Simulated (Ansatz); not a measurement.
# SiO₂: what the fields show

Input

```
crystal:
  lattice:
    - [4.27323262, -7.634660945, 0.0]
    - [4.27323262, 7.634660945, 0.0]
    - [0.0, 0.0, 9.62007824]
  atoms:
    - { symbol: Si, position: [0.5908821, 0.78412506, 0.34872678] }
    - { symbol: Si, position: [0.78412506, 0.5908821, 0.65127322] }
    - { symbol: Si, position: [0.71587494, 0.9091179, 0.65127322] }
    - { symbol: Si, position: [0.9091179, 0.71587494, 0.34872678] }
    - { symbol: Si, position: [0.4091179, 0.21587494, 0.65127322] }
    - { symbol: Si, position: [0.21587494, 0.4091179, 0.34872678] }
    - { symbol: Si, position: [0.28412506, 0.0908821, 0.34872678] }
    - { symbol: Si, position: [0.0908821, 0.28412506, 0.65127322] }
    - { symbol: Si, position: [0.56272193, 0.06272193, 0.15656032] }
    - { symbol: Si, position: [0.06272193, 0.56272193, 0.84343968] }
    - { symbol: Si, position: [0.43727807, 0.93727807, 0.84343968] }
    - { symbol: Si, position: [0.93727807, 0.43727807, 0.15656032] }
    - { symbol: O, position: [0.62370282, 0.87629718, 0.5] }
    - { symbol: O, position: [0.87629718, 0.62370282, 0.5] }
    - { symbol: O, position: [0.37629718, 0.12370282, 0.5] }
    - { symbol: O, position: [0.12370282, 0.37629718, 0.5] }
    - { symbol: O, position: [0.58611856, 0.91335382, 0.23354919] }
    - { symbol: O, position: [0.91335382, 0.58611856, 0.76645081] }
    - { symbol: O, position: [0.58664618, 0.91388144, 0.76645081] }
    - { symbol: O, position: [0.91388144, 0.58664618, 0.23354919] }
    - { symbol: O, position: [0.41388144, 0.08664618, 0.76645081] }
    - { symbol: O, position: [0.08664618, 0.41388144, 0.23354919] }
    - { symbol: O, position: [0.41335382, 0.08611856, 0.23354919] }
    - { symbol: O, position: [0.08611856, 0.41335382, 0.76645081] }
    - { symbol: O, position: [0.75, 0.75, 0.31139941] }
    - { symbol: O, position: [0.75, 0.75, 0.68860059] }
    - { symbol: O, position: [0.25, 0.25, 0.68860059] }
    - { symbol: O, position: [0.25, 0.25, 0.31139941] }
    - { symbol: O, position: [0.40369938, 0.59630062, 0.34968016] }
    - { symbol: O, position: [0.59630062, 0.40369938, 0.65031984] }
    - { symbol: O, position: [0.90369938, 0.09630062, 0.65031984] }
    - { symbol: O, position: [0.09630062, 0.90369938, 0.34968016] }
    - { symbol: O, position: [0.75, 0.25, 0.15710868] }
    - { symbol: O, position: [0.25, 0.75, 0.84289132] }
    - { symbol: O, position: [0.5, 0.0, 0.0] }
    - { symbol: O, position: [0.0, 0.5, 0.0] }
kpoints:
  mp_grid: { grid: [3, 3, 2] }
scf:
  occupations: { method: fermi_dirac, width: 0.02 }
hamiltonian:
  xc: pbe
  pseudopotentials: { kind: paw }
output:
  forces: true
  stress: true
  populations: true
  efg: { quadrupole_moments_barn: { O: -0.02558 }, contact_densities: true }
  write_density: true
  write_potential: true
  elf: true
  volumetric_format: npy
```

Command:

```sh
ansatz run input.yaml --threads 1 --pin off --max-ram 2560MiB --backend cpu --events-out ev --progress --plain --runs-dir out
```

Below, planes, directions and counts refer to the conventional cell (a = 8.55 Å, b = 15.27 Å, c = 9.62 Å, α = 90.00°, β = 90.00°, γ = 90.00°).

Space group Cmme; a structure from a database of computed crystals, not necessarily the ambient phase; computed pressure about 4 GPa in this cell.

All numbers below come from Ansatz 0.2.0, DFT, PBE, plane-wave PAW, default files, scalar-relativistic.

In a PAW calculation such maps are meaningful between the atoms, not at the nuclei.

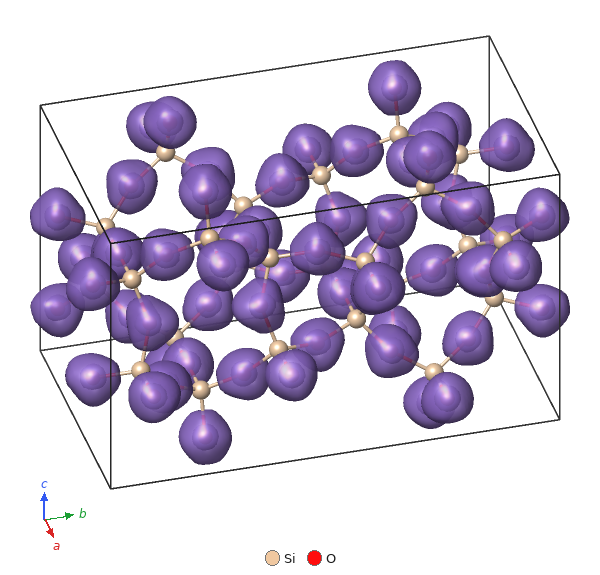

Figure 1. Isosurface of the ELF at 0.75 (purple), seen at an oblique angle. Core shells and regions of very low density are left out. Sticks mark near contacts.

Q: Describe the localisation domains.

A: The ELF exceeds this value in 44 regions on O in which the atom's valence shell and bonds are merged and four regions wrapped around O (the valence shell of each), counted in one cell of 72 atoms. Any copies at cell faces, edges or corners count once. Along the contacts the grid gives the following. Si–O (1.60 Å): the ELF peaks at about 0.85 between the atoms (a shared but strongly polarised pair).

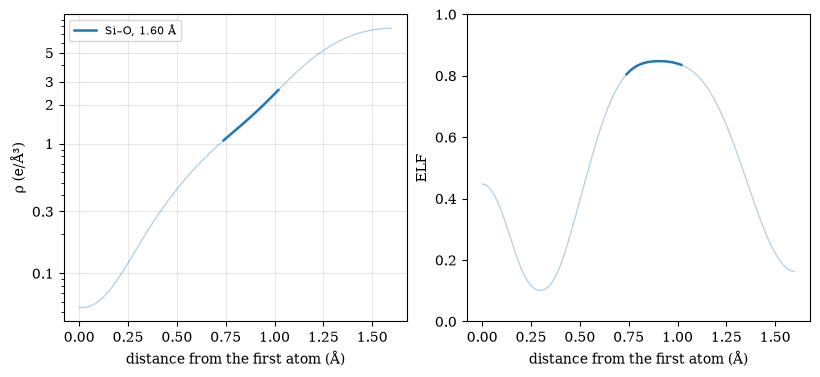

Figure 2. Valence electron density and ELF along straight lines between neighbouring atoms. Thin, pale parts lie inside the atomic spheres.

Q: What can be read from the curves?

A: Si–O (1.60 Å): ρ at the midpoint is about 1.3 e/Å³; the ELF peaks at about 0.85 between the atoms (a polar covalent bond).

Q: Metal or insulator at this level of theory?

A: It is gapped, with a Kohn–Sham gap of 5.6 eV on the k-point mesh, an upper bound to the gap of this method.
